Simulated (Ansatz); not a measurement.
SnO₂

```
Sn O
1.0
     4.78737    0.00000    0.00000
     0.00000    4.78961    0.00000
     0.00000    0.00000    3.22852
Sn O
2 4
Direct
  0.00000 0.00000 0.00000
  0.50000 0.50000 0.50000
  0.69401 0.69365 0.00000
  0.19401 0.80635 0.50000
  0.80599 0.19365 0.50000
  0.30599 0.30635 0.00000
```

Space group P4₂/mnm; a structure from a database of computed crystals, not necessarily the ambient phase.

These are results of Ansatz, Kohn-Sham DFT of a periodic cell, PBE with D4, Ansatz PAW, not measurements.

Core electrons are frozen (PAW), and the valence fields are smoothed inside the atomic spheres.

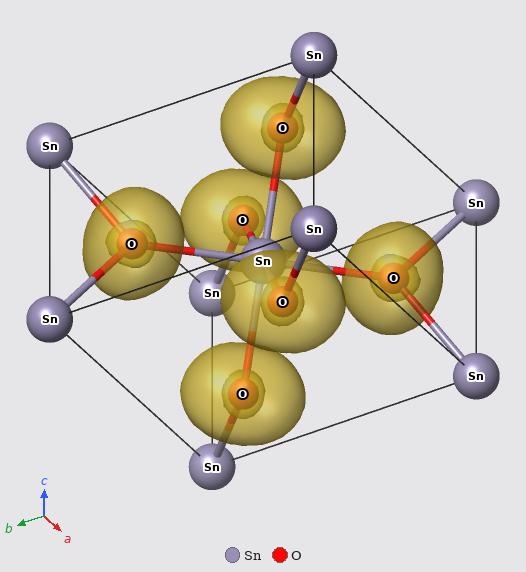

Figure 1. Isosurface of the electron localisation function at 0.7 (yellow), seen at an oblique angle. Core shells and regions of very low density are left out. Sticks mark near contacts.

### Where are the electrons localised?

The surface consists of four regions wrapped around O (the valence shell of each), counted in one cell of 6 atoms. Any copies at cell faces, edges or corners count once. Profiles from the grid: Sn–O (2.07 Å): the ELF peaks at about 0.80 in the valence shell of O, 0.6 Å from its nucleus, and is about 0.25 at the midpoint (no localised pair shows between them).

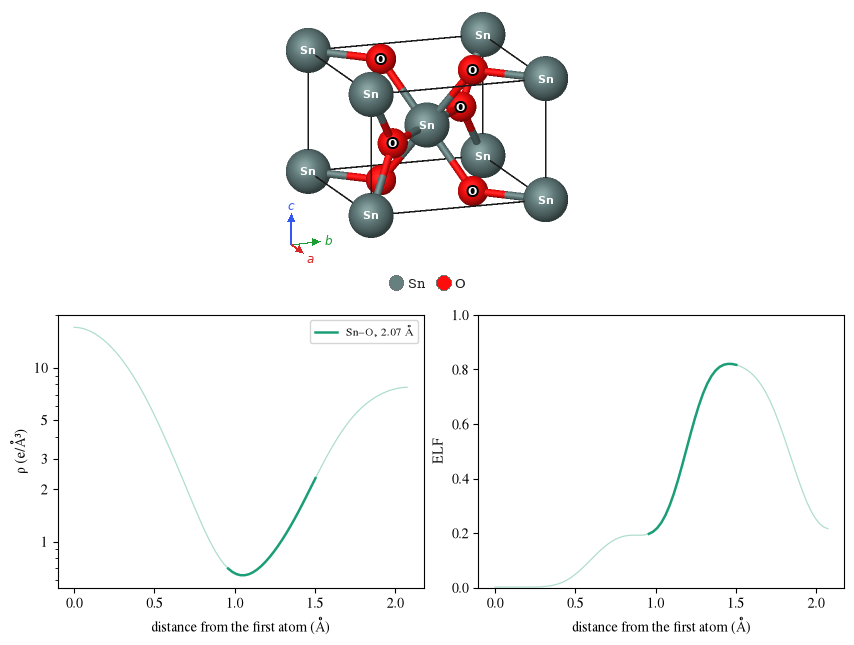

Figure 2. Valence charge density (pseudo) and ELF along straight lines between neighbouring atoms. Thin, pale parts lie inside the atomic spheres. The structure is drawn too.

### What can be read from the curves?

Sn–O (2.07 Å): the density is about 0.64 e/Å³ at the midpoint; the ELF peaks at about 0.80 in the valence shell of O, 0.6 Å from its nucleus, and is about 0.25 at the midpoint; no localised pair shows between them.

### Metal or insulator at this level of theory?

It is gapped, with a Kohn–Sham gap of 0.86 eV on the k-point mesh (the band edges may lie off the mesh, which would make the gap smaller).
